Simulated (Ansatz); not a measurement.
Crystal: Ta, the input geometry of an electronic-structure calculation (not necessarily at equilibrium); the starting structure was generated, so it need not be a known form of this composition.

```yaml
crystal:
  lattice:
    - [5.28676, 0.00000, 0.00000]
    - [0.00000, 5.28676, 0.00000]
    - [0.00000, 0.00000, 5.28676]
  atoms:
    - { symbol: Ta, position: [0.00000, 0.00000, 0.00000] }
    - { symbol: Ta, position: [0.50000, 0.50000, 0.50000] }
    - { symbol: Ta, position: [0.25000, 0.00000, 0.50000] }
    - { symbol: Ta, position: [0.75000, 0.00000, 0.50000] }
    - { symbol: Ta, position: [0.50000, 0.25000, 0.00000] }
    - { symbol: Ta, position: [0.50000, 0.75000, 0.00000] }
    - { symbol: Ta, position: [0.00000, 0.50000, 0.25000] }
    - { symbol: Ta, position: [0.00000, 0.50000, 0.75000] }
```

Question: What does its first Brillouin zone look like, and which path through it is standard?

Answer: It has a simple cubic lattice (cP; extended symbol cP2). The zone is a cube: 6 faces (6 with 4 edges), 12 edges, 8 vertices. Path: Γ–X–M–Γ–R–X | R–M.

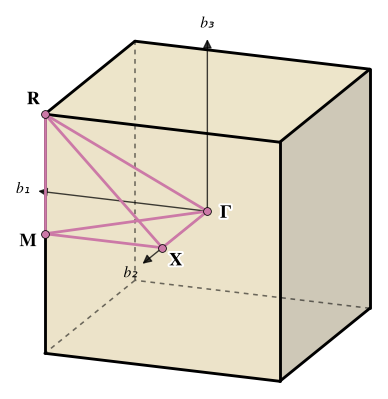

Labels and path follow the convention of Hinuma et al. (2017), as computed by seekpath; the arrows show the directions of the reciprocal primitive vectors b₁, b₂, b₃, in which coordinates are given; lengths include the factor 2π.

```
point   k₁   k₂   k₃  length of k (1/Å)
    Γ    0    0    0              0.000
    R  1/2  1/2  1/2              1.029
    M  1/2  1/2    0              0.840
    X    0  1/2    0              0.594
```
